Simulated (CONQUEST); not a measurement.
## Run report: Si, single-point calculation at one volume of an equation of state

The run: single-point calculation at one volume of an equation of state of Si (Fd-3m, 4 atoms in the cell). Method and program: Kohn-Sham DFT of a periodic cell, PBE, PseudoDojo NC PBE, no spin polarisation (CONQUEST 1.3).

The structure derives from a Materials Project entry. It belongs to a series of runs on one base structure; here: volume scaled by 1.02.

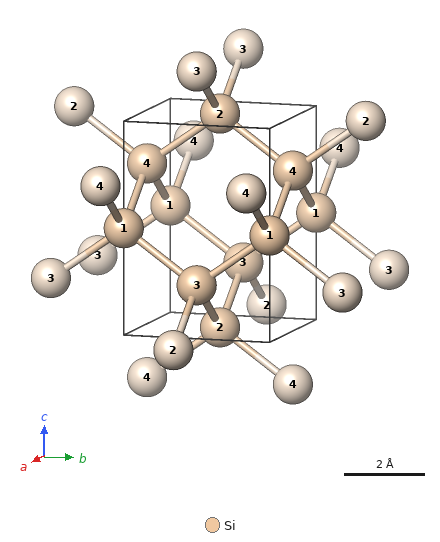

The structure (ball-and-stick view of the cell of the calculation, seen slightly off an axis; neighbours outside the cell are drawn fainter; atoms are numbered from 1 in the order of the input). Near neighbours in the crystal (not all of them lie inside the picture): Si has 4 Si at 2.37 Å.

## The input
```
IO.Title Si
IO.Coordinates coords.dat
IO.FractionalAtomicCoords F
IO.Iprint 2
IO.Iprint_init 1
General.NumberOfSpecies 1
General.PseudopotentialType hamann
AtomMove.TypeOfRun static
AtomMove.FullStress T
Grid.PointsAlongX 36
Grid.PointsAlongY 36
Grid.PointsAlongZ 60
DM.SolutionMethod diagon
Diag.MPMesh T
Diag.GammaCentred T
Diag.MPMeshX 5
Diag.MPMeshY 5
Diag.MPMeshZ 3
Diag.kT 0.00183747
minE.SCTolerance 1e-6
Basis.MultisiteSF T
Multisite.LFD T
Multisite.Smear T
SC.MaxIters 100
IO.AtomChargeOutput T
%block ChemicalSpeciesLabel
1 28.090 Si
%endblock
%block Si
Atom.NumberOfSupports 4
Atom.MultisiteRange 8
Atom.LFDRange 8
%endblock
```

Launched with:
```bash
Conquest
```

## The program's output
```
Simulation cell dimensions:     7.3223 a0 x     7.3223 a0 x    10.3552 a0

      Atomic coordinates (a0)
         Atom         X         Y         Z  Species
            1    0.0000    0.0000    5.1776        1
            2    3.6611    3.6611    0.0000        1
            3    0.0000    3.6611    2.5888        1
            4    3.6611    0.0000    7.7664        1

         Monkhorst-Pack mesh:   5 x   5 x   3 gamma-centred
        This calculation includes non-local pseudopotentials,
         with a maximum core radius of      7.12043063

    Job title: Si
    Job to be run: static calculation

    Ground state search:
      Support functions represented with PAO basis
      Multi-site SFs used with local filter diagonalisation
      Non-spin-polarised electrons
      Solving for the K matrix using diagonalisation
      Using Fermi-Dirac smearing

    Integration grid size:     36 x   36 x   60

    Integration grid spacing:  0.203 a0 x 0.203 a0 x 0.173 a0

    Number of species:  1
    --------------------------------------------------------
    |   #  mass (au)  Charge (e)  SF Rad (a0)  NSF  Label  |
    --------------------------------------------------------
    |   1     28.090       4.000       15.120    4  Si     |
    --------------------------------------------------------

          PAOs are contracted to multi-site support functions
          SCF tolerance:                 0.00000100
          SCF iterations:               100

    The functional used will be GGA PBE96

           radial cut-off to be used is taken to be max PAO cut-off radius for this species:    7.120431

           greatest ang. mom. for making density from PAOs:  1
    Minimum blocs/proc is     1215. Maximum blocs/proc is     1215
    set_atom_dens: In set_atomic_density, electrons :      16.000000000000
 matrix_size & matrix_size_padH =           16          16
    Init_SFcoeff: Time for making initial multi-site SF coeffficients:          29.23590500 ms

    Screened ion int: energy:     -10.967602175772 Ha

    new_SC_potl: Starting.  Tolerance:  0.10000E-05

    PulayMixSC: Starting Pulay mixing, A_up =  0.500 A_dn =  0.500
    PulayMixSC: Spin non-polarised calculation.
    Init_SFcoeff: Time for making initial multi-site SF coeffficients:          29.11270600 ms
          Harris-Foulkes Energy            :       -16.840769643025460 Ha
          (TS=0 as O(N) or entropic contribution is negligible)
          DFT Total Energy                 :       -16.836901671391210 Ha
          Total number of electrons        :        15.999999999999483
    PulayMixSC: Pulay iteration     1 residual:              0.35746E-02
    Init_SFcoeff: Time for making initial multi-site SF coeffficients:          30.45867700 ms
          Harris-Foulkes Energy            :       -16.838419869786605 Ha
          (TS=0 as O(N) or entropic contribution is negligible)
          DFT Total Energy                 :       -16.837858517830153 Ha
          Total number of electrons        :        16.000012148276760
    PulayMixSC: Pulay iteration     2 residual:              0.16839E-02
    Init_SFcoeff: Time for making initial multi-site SF coeffficients:          29.72165700 ms
          Harris-Foulkes Energy            :       -16.838250123994804 Ha
          (TS=0 as O(N) or entropic contribution is negligible)
          DFT Total Energy                 :       -16.838243018487365 Ha
          Total number of electrons        :        16.000024216014875
    PulayMixSC: Pulay iteration     3 residual:              0.12896E-03
    Init_SFcoeff: Time for making initial multi-site SF coeffficients:          29.37070700 ms
          Harris-Foulkes Energy            :       -16.838226931006076 Ha
          (TS=0 as O(N) or entropic contribution is negligible)
          DFT Total Energy                 :       -16.838226807527604 Ha
          Total number of electrons        :        16.000025455888611
    PulayMixSC: Pulay iteration     4 residual:              0.11891E-04
    Init_SFcoeff: Time for making initial multi-site SF coeffficients:          29.42930600 ms
          Harris-Foulkes Energy            :       -16.838222488258062 Ha
          (TS=0 as O(N) or entropic contribution is negligible)
          DFT Total Energy                 :       -16.838222474531555 Ha
          Total number of electrons        :        16.000025471677382
    PulayMixSC: Pulay iteration     5 residual:              0.34571E-05
    Init_SFcoeff: Time for making initial multi-site SF coeffficients:          29.56166100 ms
          Harris-Foulkes Energy            :       -16.838223615046292 Ha
          (TS=0 as O(N) or entropic contribution is negligible)
          DFT Total Energy                 :       -16.838223615013717 Ha
          Total number of electrons        :        16.000025453541141
    PulayMixSC: Pulay iteration     6 residual:              0.59824E-07
    PulayMixSC: Reached SCF tolerance of  0.59824E-07 after      6 iterations
      | Number of electrons      =        16.000025
      |* band energy as 2Tr[K.H] =        -5.954824191886942 Ha
      |  screened ion-ion energy =       -10.967602175772466 Ha
      |  Ha correction           =        -0.180091188672969 Ha
      |  XC correction           =         0.264293404240229 Ha
      |* Harris-Foulkes energy   =       -16.838223615046292 Ha
      |* DFT total energy        =       -16.838223615013717 Ha
      |  estimated accuracy      =        -0.000000000032575 Ha

    force: Forces on atoms (Ha/a0)
    force:  Atom   X              Y              Z
    force:     1  -0.0000000000   0.0000000000  -0.0000000000
    force:     2  -0.0000000000   0.0000000000   0.0000000000
    force:     3  -0.0000000000  -0.0000000000   0.0000000000
    force:     4  -0.0000000000  -0.0000000000   0.0000000000

    force: Maximum force :        0.00000000(Ha/a0) on atom         4 in z direction
    force: Force Residual:        0.00000000 Ha/a0
    force: Total stress:         -3.21016709     0.00000000    -0.00000000 GPa
                             0.00000000    -3.21016709     0.00000000
                            -0.00000000     0.00000000    -2.95465050
    force: Average pressure:      3.12499489 GPa

    force: Finished force
    get_E_and_F: Change in energy during last step of electronic optimisation: -0.11268E-05

    BIBLIOGRAPHY: Please consider citing the following references in the conquest.bib file

    CONQUEST:         Bowler2002pt, Miyazaki2004, Nakata2020
    Basis:            Bowler2019, Nakata2014, Nakata2015
    DM:               Bowler:2006xr
    Pseudopotentials: Hamann2013, Bowler2019
    XC functional:    Perdew1996
```

## File coords.dat
```
    7.3222569662     0.0000000000     0.0000000000
    0.0000000000     7.3222569662     0.0000000000
    0.0000000000     0.0000000000    10.3552351080
4
  0.0000000000   0.0000000000   5.1776175540 1 T T T
  3.6611284831   3.6611284831   0.0000000000 1 T T T
  0.0000000000   3.6611284831   2.5888087770 1 T T T
  3.6611284831   0.0000000000   7.7664263310 1 T T T
```

## Summary

- outcome: converged
- space group (tolerance 0.01 Å): Fd-3m (227)
- electrons treated: 16
- free energy: −458.1914 eV
- Fermi energy: −4.196 eV
- gap on the k-point mesh: 1.06 eV
- pressure: 3.12 GPa
- largest force (length of the vector): under 0.001 eV/Å
- hardware: 1 thread of Intel Xeon (Sapphire Rapids), 16 GiB of memory available, shared host
- wall time: 14 s
- peak memory: 0.36 GiB

## Remarks

Points of doubt noted for this run: small atomic basis.
